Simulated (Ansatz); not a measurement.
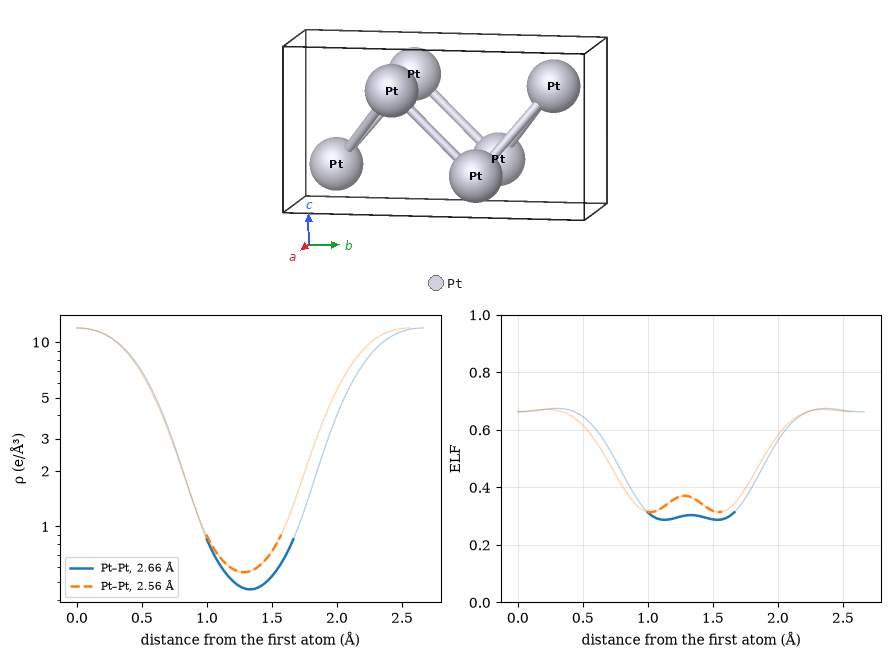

Figure 1: Pt. Valence pseudo-density and electron localisation function along straight lines between neighbouring atoms. Thin, pale parts lie inside the atomic spheres. The structure is drawn too.

Space group Cmcm; set up as Pt, beta-Sn type; a generated structure, not necessarily the stable one; changed on purpose from its base cell (volume × 0.96); computed pressure about 11 GPa in this cell; the program warned that a starting moment wasn't kept; spin-polarised, but the moments vanished.

These are results of DFT, r2SCAN, plane waves (500 eV) with PAW, scalar-relativistic (Ansatz 0.2.0), not measurements.

The density is the valence pseudo-density of a PAW calculation; it isn't the true density close to the nuclei.

What can be read from the curves?

Answer. Pt–Pt (2.66 Å): ρ at the midpoint is about 0.46 e/Å³; the ELF is about 0.30 at the midpoint; no localised pair shows between them.
Pt–Pt (2.56 Å): the density is about 0.56 e/Å³ at the midpoint; the ELF is about 0.35 at the midpoint.
